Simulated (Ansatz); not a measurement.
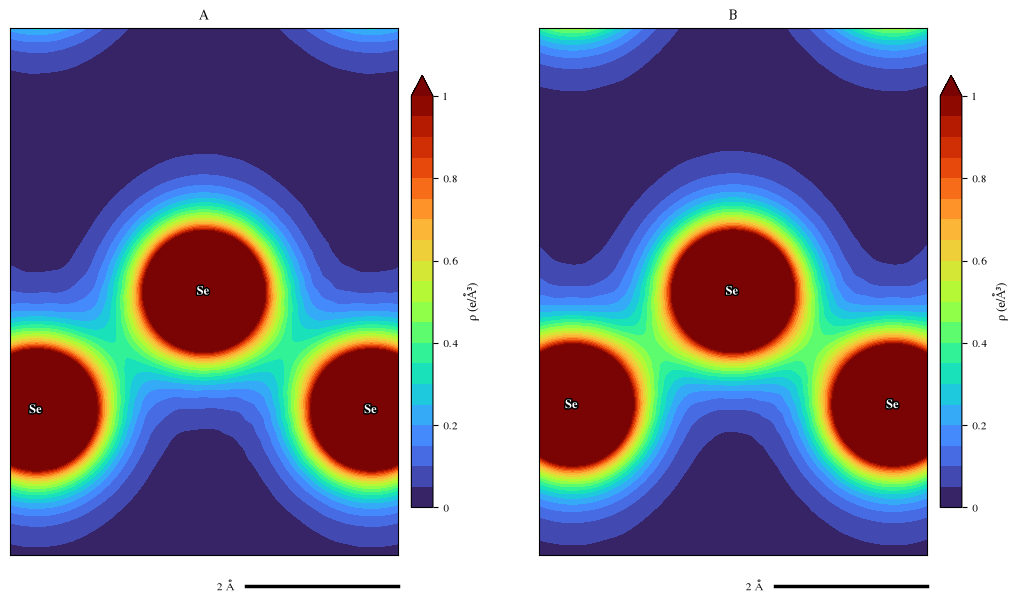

Se. The valence pseudo-density of two cells that differ in size, on the (11̄0) plane of each (indices in the axes of the calculation cell), at one length scale and on one colour scale; one has 26.5 and the other 30.1 Å³ an atom.

Computed with Ansatz 0.2.0, DFT, PBEsol, plane waves (420 eV) with PAW, scalar-relativistic.

Core electrons are frozen (PAW), and the valence fields are smoothed inside the atomic spheres.

The larger cell:

```
Se
1.0
     0.00000    3.11199    3.11199
     3.11199    0.00000    3.11199
     3.11199    3.11199    0.00000
Se
2
Direct
  0.12500 0.12500 0.12500
  0.87500 0.87500 0.87500
```

The smaller cell: a = 4.217 Å, b = 4.217 Å, c = 4.217 Å, α = 60.00°, β = 60.00°, γ = 60.00°.

Which is the denser cell? Describe the effect of the change.

Panel B is the smaller cell, by 12 % in volume. From the larger cell to the smaller, Se–Se goes from 2.70 to 2.58 Å, and the density at its midpoint from 0.36 to 0.43 e/Å³; the pressure goes from 0.0 to 7 GPa.
